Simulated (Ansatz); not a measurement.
Geometry relaxation of Zn₁₆HS₁₆ (charge −1) (part 4 of 4)

Zn₁₆HS₁₆ (defect cell, 33 atoms in the cell, total charge −1); DFT PBE, scalar-relativistic, plane waves, PAW, no spin polarisation (Ansatz 0.2.0); cutoff 420 eV, 2×2×2 k-mesh, Gaussian smearing of 0.01 eV. The structure derives from a Materials Project entry. It belongs to a series of runs on one base structure; here: H interstitial, charge -1, atoms relaxed at the host's cell.

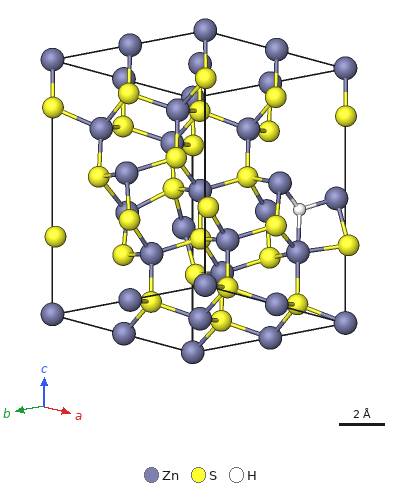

**Figure 1.** The geometry at step 14 of the log (ball-and-stick view of the cell of the calculation, seen at an oblique angle).

Trajectory as extended XYZ, continued:
```
33
Lattice="3.8462 -6.6617 0.0000 -7.6923 0.0000 0.0000 0.0000 0.0000 -12.5887" Properties=species:S:1:pos:R:3:forces:R:3 step=8 energy=-67569.66115
Zn   -0.1641   -2.3153   -3.0307    0.0307   0.0177  -0.1599
Zn    1.9555   -5.5328   -3.1900   -0.0553  -0.0319   0.0833
Zn   -3.9277   -2.2258   -3.1504   -0.0193   0.0097   0.0373
Zn   -1.9683   -5.6194   -3.1504   -0.0012  -0.0216   0.0373
Zn   -1.8858   -1.0585   -9.3694    0.0200   0.0113  -0.0396
Zn    0.0635   -4.4348   -9.3694    0.0198   0.0116  -0.0396
Zn   -5.7521   -1.1004   -9.2826   -0.0087  -0.0050   0.0697
Zn   -3.7431   -4.3817   -9.7532    0.0079   0.0045   0.1097
Zn    2.2182   -3.5585   -6.1419   -0.1434  -0.1309  -0.0902
Zn    3.7966   -6.2923   -6.1419   -0.1851  -0.0588  -0.0902
Zn   -1.8583   -3.2935   -6.3658    0.1119   0.0646  -0.0462
Zn   -0.0167   -6.6714   -6.3188   -0.0860  -0.0496  -0.0102
Zn   -3.8456    0.0003  -12.5403   -0.0016  -0.0009   0.0404
Zn   -1.9360   -3.3383  -12.5975    0.0381   0.0220   0.0078
Zn   -7.7066   -0.0106  -12.5931    0.0007  -0.0306   0.0090
Zn   -5.7856   -3.3379  -12.5931   -0.0262   0.0159   0.0090
S    -0.0281   -2.2368   -0.7337    0.0156   0.0090   0.0616
S     1.9097   -5.5592   -0.7652   -0.0021  -0.0012  -0.0086
S    -3.8554   -2.2155   -0.7705    0.0126   0.0019  -0.0038
S    -1.9233   -5.5620   -0.7705    0.0079   0.0100  -0.0038
S    -1.8464   -1.0127   -7.0293    0.0662   0.0155   0.0030
S     0.1228   -4.4236   -7.0293    0.0466   0.0496   0.0030
S    -5.8159   -1.1373   -6.9372    0.0503   0.0291  -0.0567
S    -3.6097   -4.3047   -7.5027    0.1730   0.0999   0.0754
S     1.7808   -3.2869   -3.7690    0.0755   0.0852   0.0316
S     3.8131   -6.8070   -3.7690    0.1115   0.0228   0.0316
S    -2.0423   -3.3997   -3.9726    0.0609   0.0352   0.0049
S    -0.0058   -6.6651   -3.9292    0.0335   0.0193   0.0122
S    -3.8386    0.0043  -10.1775    0.0154   0.0089  -0.0160
S    -1.7853   -3.2513  -10.2922    0.0249   0.0144  -0.0340
S    -7.6453   -0.0079  -10.2601    0.0037   0.0198   0.0101
S    -5.7526   -3.2863  -10.2601    0.0190  -0.0067   0.0101
H    -4.5464   -4.8455   -5.2929   -0.4177  -0.2411  -0.0486
33
Lattice="3.8462 -6.6617 0.0000 -7.6923 0.0000 0.0000 0.0000 0.0000 -12.5887" Properties=species:S:1:pos:R:3:forces:R:3 step=9 energy=-67569.80547
Zn   -0.1500   -2.3072   -3.0505    0.0455   0.0263  -0.1007
Zn    1.9523   -5.5346   -3.1719    0.0055   0.0032  -0.0155
Zn   -3.9193   -2.2135   -3.1377    0.0032  -0.0085  -0.0100
Zn   -1.9535   -5.6184   -3.1377   -0.0058   0.0070  -0.0100
Zn   -1.8802   -1.0539   -9.3797    0.0235  -0.0023  -0.0356
Zn    0.0702   -4.4322   -9.3797    0.0097   0.0215  -0.0356
Zn   -5.7504   -1.0994   -9.2734   -0.0067  -0.0039   0.0406
Zn   -3.7332   -4.3759   -9.7254    0.0067   0.0039   0.1091
Zn    2.1917   -3.5882   -6.1589   -0.0611  -0.0989  -0.0408
Zn    3.7576   -6.3004   -6.1589   -0.1162  -0.0035  -0.0408
Zn   -1.8147   -3.2683   -6.3700    0.0602   0.0348   0.0354
Zn   -0.0286   -6.6782   -6.3222   -0.0427  -0.0247   0.0314
Zn   -3.8446    0.0009  -12.5322   -0.0098  -0.0056   0.0049
Zn   -1.9273   -3.3333  -12.5990    0.0145   0.0084  -0.0161
Zn   -7.7048   -0.0128  -12.5894    0.0116  -0.0050   0.0031
Zn   -5.7865   -3.3353  -12.5894    0.0014   0.0125   0.0031
S    -0.0227   -2.2337   -0.7392    0.0213   0.0123   0.0177
S     1.9100   -5.5590   -0.7603    0.0056   0.0032   0.0295
S    -3.8518   -2.2145   -0.7678    0.0137   0.0074   0.0398
S    -1.9206   -5.5593   -0.7678    0.0133   0.0081   0.0398
S    -1.8490   -1.0092   -7.0395    0.0197   0.0219  -0.0431
S     0.1245   -4.4276   -7.0395    0.0288   0.0061  -0.0431
S    -5.8182   -1.1386   -6.9390   -0.0012  -0.0007  -0.0372
S    -3.5679   -4.2805   -7.4723    0.0566   0.0327   0.1422
S     1.8020   -3.2793   -3.7684    0.0845   0.0574   0.0222
S     3.8303   -6.7924   -3.7684    0.0920   0.0445   0.0222
S    -2.0330   -3.3944   -3.9740    0.0686   0.0396   0.0127
S     0.0023   -6.6604   -3.9263    0.0398   0.0230  -0.0286
S    -3.8367    0.0055  -10.1765    0.0106   0.0061  -0.0038
S    -1.7795   -3.2479  -10.2978    0.0067   0.0039   0.0151
S    -7.6390    0.0015  -10.2550    0.0069   0.0163   0.0160
S    -5.7413   -3.2855  -10.2550    0.0175  -0.0022   0.0160
H    -4.7132   -4.9418   -5.3267   -0.4243  -0.2450  -0.1401
33
Lattice="3.8462 -6.6617 0.0000 -7.6923 0.0000 0.0000 0.0000 0.0000 -12.5887" Properties=species:S:1:pos:R:3:forces:R:3 step=11 energy=-67570.07168
Zn   -0.0974   -2.2768   -3.0791    0.0571   0.0329   0.0110
Zn    1.9703   -5.5242   -3.1778    0.0392   0.0226  -0.0955
Zn   -3.8851   -2.1920   -3.1277    0.0598   0.0396   0.0033
Zn   -1.9179   -5.5995   -3.1277    0.0642   0.0320   0.0033
Zn   -1.8726   -1.0546   -9.4030    0.0091  -0.0087  -0.0125
Zn    0.0735   -4.4253   -9.4030   -0.0030   0.0122  -0.0125
Zn   -5.7483   -1.0982   -9.2622    0.0057   0.0033  -0.0024
Zn   -3.7322   -4.3753   -9.6473    0.0011   0.0007   0.0614
Zn    2.1381   -3.6278   -6.1778    0.0584  -0.0504   0.0482
Zn    3.6965   -6.3271   -6.1778   -0.0144   0.0758   0.0482
Zn   -1.7744   -3.2450   -6.3510    0.0673   0.0389   0.0490
Zn   -0.0455   -6.6880   -6.3233    0.0237   0.0137   0.0114
Zn   -3.8385    0.0044  -12.5288    0.0071   0.0041  -0.0062
Zn   -1.9126   -3.3248  -12.5976   -0.0029  -0.0017  -0.0076
Zn   -7.6962   -0.0078  -12.5830    0.0107   0.0340   0.0069
Zn   -5.7779   -3.3304  -12.5830    0.0347  -0.0078   0.0069
S    -0.0073   -2.2248   -0.7443    0.0207   0.0120  -0.0348
S     1.9178   -5.5545   -0.7615    0.0155   0.0090   0.0305
S    -3.8399   -2.2095   -0.7591    0.0155   0.0088   0.0173
S    -1.9104   -5.5516   -0.7591    0.0154   0.0090   0.0173
S    -1.8632   -1.0183   -7.0669   -0.0767  -0.0628  -0.0728
S     0.1096   -4.4353   -7.0669   -0.0928  -0.0350  -0.0728
S    -5.8272   -1.1438   -6.9440   -0.0437  -0.0252   0.0008
S    -3.5438   -4.2666   -7.3853   -0.1086  -0.0627   0.2030
S     1.8605   -3.2565   -3.7737    0.1016  -0.0084  -0.0582
S     3.8792   -6.7531   -3.7737    0.0435   0.0922  -0.0582
S    -1.9864   -3.3675   -3.9596    0.0504   0.0291   0.0014
S     0.0286   -6.6452   -3.9319    0.0201   0.0116  -0.0013
S    -3.8333    0.0074  -10.1796    0.0025   0.0014  -0.0022
S    -1.7893   -3.2536  -10.2925   -0.0171  -0.0099   0.0308
S    -7.6312    0.0145  -10.2443    0.0083   0.0117   0.0169
S    -5.7261   -3.2852  -10.2443    0.0143   0.0013   0.0169
H    -5.0424   -5.1318   -5.4127   -0.3874  -0.2237  -0.1478
33
Lattice="3.8462 -6.6617 0.0000 -7.6923 0.0000 0.0000 0.0000 0.0000 -12.5887" Properties=species:S:1:pos:R:3:forces:R:3 step=12 energy=-67570.21116
Zn   -0.0574   -2.2537   -3.0811    0.0580   0.0335   0.0390
Zn    2.0010   -5.5065   -3.2483    0.0136   0.0078  -0.0919
Zn   -3.8464   -2.1717   -3.1223    0.0758   0.0615   0.0262
Zn   -1.8809   -5.5761   -3.1223    0.0912   0.0349   0.0262
Zn   -1.8739   -1.0588   -9.4136    0.0028   0.0003  -0.0148
Zn    0.0692   -4.4243   -9.4136    0.0017   0.0022  -0.0148
Zn   -5.7502   -1.0993   -9.2654    0.0046   0.0027   0.0050
Zn   -3.7439   -4.3821   -9.5935   -0.0090  -0.0052   0.0371
Zn    2.0989   -3.6521   -6.1628    0.0628  -0.0267   0.0430
Zn    3.6559   -6.3489   -6.1628    0.0083   0.0677   0.0430
Zn   -1.7776   -3.2469   -6.3390    0.0570   0.0329   0.0424
Zn   -0.0652   -6.6994   -6.3291    0.0112   0.0065   0.0000
Zn   -3.8182    0.0161  -12.5386    0.0258   0.0149  -0.0075
Zn   -1.9007   -3.3179  -12.5898   -0.0024  -0.0014  -0.0066
Zn   -7.6904    0.0082  -12.5858   -0.0052   0.0446   0.0058
Zn   -5.7612   -3.3333  -12.5858    0.0361  -0.0268   0.0058
S     0.0084   -2.2157   -0.7398    0.0122   0.0070  -0.0472
S     1.9315   -5.5466   -0.8012    0.0174   0.0100   0.0862
S    -3.8248   -2.2016   -0.7547    0.0165   0.0025  -0.0020
S    -1.8960   -5.5424   -0.7547    0.0104   0.0131  -0.0020
S    -1.8864   -1.0368   -7.0810   -0.0724  -0.0592  -0.0542
S     0.0820   -4.4462   -7.0810   -0.0875  -0.0331  -0.0542
S    -5.8462   -1.1547   -6.9511   -0.0299  -0.0173  -0.0164
S    -3.5742   -4.2842   -7.3176   -0.1350  -0.0780   0.1833
S     1.9061   -3.2255   -3.7825    0.0682  -0.0176  -0.0621
S     3.9289   -6.7291   -3.7825    0.0189   0.0678  -0.0621
S    -1.9470   -3.3447   -3.9492    0.0403   0.0233  -0.0023
S     0.0469   -6.6347   -3.9423    0.0138   0.0080   0.0207
S    -3.8329    0.0076  -10.1894    0.0075   0.0043   0.0029
S    -1.8070   -3.2639  -10.2789   -0.0234  -0.0135   0.0349
S    -7.6339    0.0188  -10.2418    0.0061   0.0139   0.0124
S    -5.7237   -3.2897  -10.2418    0.0151  -0.0017   0.0124
H    -5.2156   -5.2318   -5.4061   -0.3134  -0.1809  -0.1892
33
Lattice="3.8462 -6.6617 0.0000 -7.6923 0.0000 0.0000 0.0000 0.0000 -12.5887" Properties=species:S:1:pos:R:3:forces:R:3 step=14 energy=-67570.35869
Zn    0.0960   -2.1651   -3.0734    0.0270   0.0156  -0.0440
Zn    2.0314   -5.4889   -3.3995    0.0008   0.0005   0.0040
Zn   -3.7206   -2.1336   -3.0976   -0.0308  -0.0373   0.0020
Zn   -1.7850   -5.4862   -3.0976   -0.0477  -0.0080   0.0020
Zn   -1.8894   -1.0758   -9.4435   -0.0002   0.0164  -0.0287
Zn    0.0467   -4.4292   -9.4435    0.0141  -0.0084  -0.0287
Zn   -5.7599   -1.1049   -9.2658   -0.0175  -0.0101   0.0360
Zn   -3.7791   -4.4024   -9.4777   -0.0206  -0.0119  -0.0372
Zn    1.9726   -3.7356   -6.1426    0.0148   0.1461  -0.0292
Zn    3.5204   -6.4165   -6.1426    0.1340  -0.0602  -0.0292
Zn   -1.8287   -3.2764   -6.3115   -0.0184  -0.0106   0.0610
Zn   -0.1422   -6.7438   -6.3374   -0.1022  -0.0590   0.0107
Zn   -3.7435    0.0592  -12.5564    0.0072   0.0041  -0.0185
Zn   -1.8327   -3.2787  -12.5740   -0.0135  -0.0078  -0.0310
Zn   -7.6485    0.0685  -12.5759   -0.0104   0.0022  -0.0061
Zn   -5.6880   -3.3272  -12.5759   -0.0033  -0.0101  -0.0061
S     0.0859   -2.1710   -0.7347   -0.0075  -0.0043   0.0370
S     1.9907   -5.5124   -0.8451   -0.0210  -0.0121   0.0499
S    -3.7599   -2.1722   -0.7443   -0.0029  -0.0023  -0.0028
S    -1.8380   -5.5009   -0.7443   -0.0034  -0.0014  -0.0028
S    -1.9900   -1.1111   -7.1202    0.0368   0.0640   0.0479
S    -0.0341   -4.4988   -7.1202    0.0738  -0.0001   0.0479
S    -5.9311   -1.2037   -6.9621    0.0559   0.0323  -0.0358
S    -3.6844   -4.3478   -7.1822    0.0165   0.0095  -0.0259
S     2.0329   -3.1924   -3.8188   -0.0355   0.0251   0.0165
S     4.0210   -6.6358   -3.8188    0.0040  -0.0433   0.0165
S    -1.8119   -3.2667   -3.9220   -0.0235  -0.0136  -0.0398
S     0.0577   -6.6284   -3.9440   -0.0007  -0.0004  -0.0114
S    -3.8413    0.0028  -10.2128    0.0151   0.0087   0.0380
S    -1.8564   -3.2924  -10.2556    0.0281   0.0162   0.0195
S    -7.6440    0.0240  -10.2249   -0.0062   0.0046  -0.0108
S    -5.7243   -3.3010  -10.2249    0.0009  -0.0076  -0.0108
H    -5.5473   -5.4233   -5.4598   -0.0635  -0.0367   0.0098
33
Lattice="3.8462 -6.6617 0.0000 -7.6923 0.0000 0.0000 0.0000 0.0000 -12.5887" Properties=species:S:1:pos:R:3:forces:R:3 step=15 energy=-67570.38580
Zn    0.0604   -2.1857   -3.0596   -0.0128  -0.0074   0.0445
Zn    2.0310   -5.4891   -3.5995   -0.0330  -0.0190  -0.1730
Zn   -3.7375   -2.1523   -3.0735   -0.0136   0.0568  -0.0064
Zn   -1.8096   -5.4915   -3.0735    0.0424  -0.0402  -0.0064
Zn   -1.8848   -1.0642   -9.4326    0.0126  -0.0198   0.0863
Zn    0.0591   -4.4310   -9.4326   -0.0109   0.0208   0.0863
Zn   -5.7592   -1.1045   -9.2873    0.0032   0.0019  -0.1330
Zn   -3.7795   -4.4027   -9.5016    0.0149   0.0086   0.1113
Zn    2.0045   -3.5912   -6.1369   -0.0486  -0.0878  -0.1075
Zn    3.6615   -6.4611   -6.1369   -0.1003   0.0019  -0.1075
Zn   -1.8227   -3.2729   -6.2953   -0.0094  -0.0054  -0.1053
Zn   -0.1366   -6.7406   -6.3036    0.1690   0.0976  -0.0197
Zn   -3.7436    0.0592  -12.5583    0.0205   0.0118   0.0014
Zn   -1.8629   -3.2961  -12.5734    0.0258   0.0149   0.0450
Zn   -7.6870    0.0658  -12.5922   -0.0234  -0.0038  -0.0220
Zn   -5.7096   -3.3591  -12.5922   -0.0150  -0.0183  -0.0220
S     0.0590   -2.1865   -0.7194    0.0022   0.0012  -0.0276
S     1.9675   -5.5258   -0.8801    0.0172   0.0100   0.0596
S    -3.7826   -2.1808   -0.7288    0.0021  -0.0080   0.0015
S    -1.8569   -5.5162   -0.7288   -0.0059   0.0058   0.0015
S    -1.9493   -1.0807   -7.0873   -0.0203  -0.0309  -0.0089
S     0.0125   -4.4787   -7.0873   -0.0369  -0.0021  -0.0089
S    -5.8977   -1.1845   -6.9866   -0.0094  -0.0054   0.0057
S    -3.6951   -4.3539   -7.1714    0.0201   0.0116   0.0273
S     2.0085   -3.1582   -3.8121    0.0198  -0.0607   0.0407
S     4.0384   -6.6741   -3.8121   -0.0426   0.0475   0.0407
S    -1.8435   -3.2849   -3.9184    0.0188   0.0109   0.0371
S     0.0236   -6.6481   -3.9347    0.0050   0.0029   0.0737
S    -3.8326    0.0078  -10.2025   -0.0308  -0.0178   0.0096
S    -1.8441   -3.2853  -10.2406   -0.0314  -0.0181   0.0113
S    -7.6457    0.0257  -10.2384    0.0228  -0.0068   0.0651
S    -5.7237   -3.3033  -10.2384    0.0055   0.0232   0.0651
H    -5.5470   -5.4231   -5.4134    0.0422   0.0244  -0.0653
33
Lattice="3.8462 -6.6617 0.0000 -7.6923 0.0000 0.0000 0.0000 0.0000 -12.5887" Properties=species:S:1:pos:R:3:forces:R:3 step=17 energy=-67570.43174
Zn    0.0614   -2.1851   -3.0331    0.0227   0.0131  -0.0488
Zn    2.0029   -5.5053   -3.8577    0.0238   0.0138  -0.0129
Zn   -3.7567   -2.1713   -3.0533   -0.0045  -0.0157   0.0048
Zn   -1.8356   -5.4986   -3.0533   -0.0159   0.0040   0.0048
Zn   -1.8837   -1.0857   -9.4126   -0.0036   0.0153  -0.0353
Zn    0.0410   -4.4194   -9.4126    0.0115  -0.0107  -0.0353
Zn   -5.7376   -1.0920   -9.3526   -0.0105  -0.0061   0.0720
Zn   -3.7885   -4.4079   -9.4303   -0.0177  -0.0102  -0.0441
Zn    1.9738   -3.4666   -6.1994    0.0042   0.0157   0.0136
Zn    3.7539   -6.5499   -6.1994    0.0157  -0.0043   0.0136
Zn   -1.8524   -3.2901   -6.2696    0.0052   0.0030   0.0256
Zn   -0.0247   -6.6760   -6.2671   -0.0599  -0.0346   0.0059
Zn   -3.7283    0.0680  -12.5576    0.0068   0.0039  -0.0016
Zn   -1.8552   -3.2917  -12.5556   -0.0224  -0.0129  -0.0210
Zn   -7.6982    0.0740  -12.5674   -0.0040   0.0112   0.0184
Zn   -5.7081   -3.3729  -12.5674    0.0077  -0.0091   0.0184
S     0.0680   -2.1813   -0.7002   -0.0054  -0.0031   0.0216
S     1.9761   -5.5208   -0.8338   -0.0050  -0.0029  -0.0352
S    -3.7860   -2.1841   -0.7089    0.0021   0.0035  -0.0026
S    -1.8614   -5.5176   -0.7089    0.0041   0.0001  -0.0026
S    -1.9242   -1.1135   -7.0820    0.0018   0.0305   0.0231
S    -0.0034   -4.4405   -7.0820    0.0273  -0.0137   0.0231
S    -5.8198   -1.1395   -7.0164    0.0546   0.0315  -0.0212
S    -3.7240   -4.3707   -7.1126   -0.0232  -0.0134   0.0044
S     1.9979   -3.1840   -3.8347   -0.0162   0.0914   0.0008
S     4.0108   -6.6704   -3.8347    0.0711  -0.0597   0.0008
S    -1.8451   -3.2858   -3.8872   -0.0185  -0.0107  -0.0405
S     0.0019   -6.6607   -3.8889   -0.0947  -0.0547  -0.0488
S    -3.8178    0.0164  -10.1995    0.0154   0.0089   0.0614
S    -1.8700   -3.3002  -10.2226    0.0227   0.0131   0.0204
S    -7.6473    0.0244  -10.2024   -0.0123   0.0160   0.0147
S    -5.7257   -3.3041  -10.2024    0.0077  -0.0186   0.0147
H    -5.6189   -5.4647   -5.5432    0.0080   0.0046  -0.0128
33
Lattice="3.8462 -6.6617 0.0000 -7.6923 0.0000 0.0000 0.0000 0.0000 -12.5887" Properties=species:S:1:pos:R:3:forces:R:3 step=18 energy=-67570.43628
Zn    0.0566   -2.1879   -3.0393   -0.0028  -0.0016   0.0020
Zn    2.0034   -5.5051   -3.8634   -0.0025  -0.0014  -0.0085
Zn   -3.7580   -2.1731   -3.0516    0.0020   0.0025  -0.0030
Zn   -1.8379   -5.4989   -3.0516    0.0032   0.0004  -0.0030
Zn   -1.8814   -1.0800   -9.4129    0.0004  -0.0025   0.0056
Zn    0.0471   -4.4202   -9.4129   -0.0020   0.0016   0.0056
Zn   -5.7404   -1.0937   -9.3386   -0.0024  -0.0014  -0.0048
Zn   -3.7846   -4.4056   -9.4400    0.0023   0.0013   0.0023
Zn    1.9792   -3.4656   -6.1954    0.0006  -0.0068   0.0014
Zn    3.7576   -6.5458   -6.1954   -0.0056   0.0039   0.0014
Zn   -1.8489   -3.2881   -6.2742    0.0009   0.0005  -0.0023
Zn   -0.0378   -6.6836   -6.2717    0.0062   0.0036   0.0053
Zn   -3.7267    0.0690  -12.5495    0.0020   0.0012   0.0009
Zn   -1.8624   -3.2958  -12.5591    0.0026   0.0015   0.0058
Zn   -7.7023    0.0729  -12.5648   -0.0025  -0.0015  -0.0029
Zn   -5.7111   -3.3760  -12.5648   -0.0025  -0.0014  -0.0029
S     0.0633   -2.1840   -0.7002   -0.0009  -0.0005   0.0002
S     1.9733   -5.5224   -0.8418    0.0011   0.0006   0.0046
S    -3.7894   -2.1829   -0.7076   -0.0012  -0.0005   0.0027
S    -1.8621   -5.5212   -0.7076   -0.0011  -0.0007   0.0027
S    -1.9226   -1.1063   -7.0780    0.0010   0.0006  -0.0001
S     0.0037   -4.4428   -7.0780    0.0010   0.0005  -0.0001
S    -5.8189   -1.1390   -7.0150   -0.0023  -0.0013  -0.0025
S    -3.7225   -4.3697   -7.1180    0.0019   0.0011  -0.0030
S     1.9947   -3.1756   -3.8347   -0.0003  -0.0025   0.0003
S     4.0164   -6.6773   -3.8347   -0.0024   0.0010   0.0003
S    -1.8512   -3.2894   -3.8947   -0.0020  -0.0012   0.0092
S    -0.0075   -6.6661   -3.9002    0.0001   0.0001  -0.0003
S    -3.8180    0.0163  -10.1871   -0.0002  -0.0001  -0.0084
S    -1.8620   -3.2956  -10.2207    0.0005   0.0003  -0.0070
S    -7.6458    0.0269  -10.2003    0.0027   0.0004  -0.0032
S    -5.7227   -3.3041  -10.2003    0.0017   0.0021  -0.0032
H    -5.6062   -5.4573   -5.5453    0.0004   0.0002   0.0049
```

Summary:

- outcome: converged
- electrons treated: 290
- free energy: −67570.4363 eV
- Fermi energy: 7.035 eV
- gap on the k-point mesh: 1.46 eV
- final volume: 645.10 Å³
- largest force (length of the vector) at the end: 0.009 eV/Å
- wall time: 4.4 min (CPU time 16 min)
- peak memory: 2.8 GiB

The cell is charged and computed with a neutralising background, so its energy and pressure depend on the cell and aren't those of a real crystal.
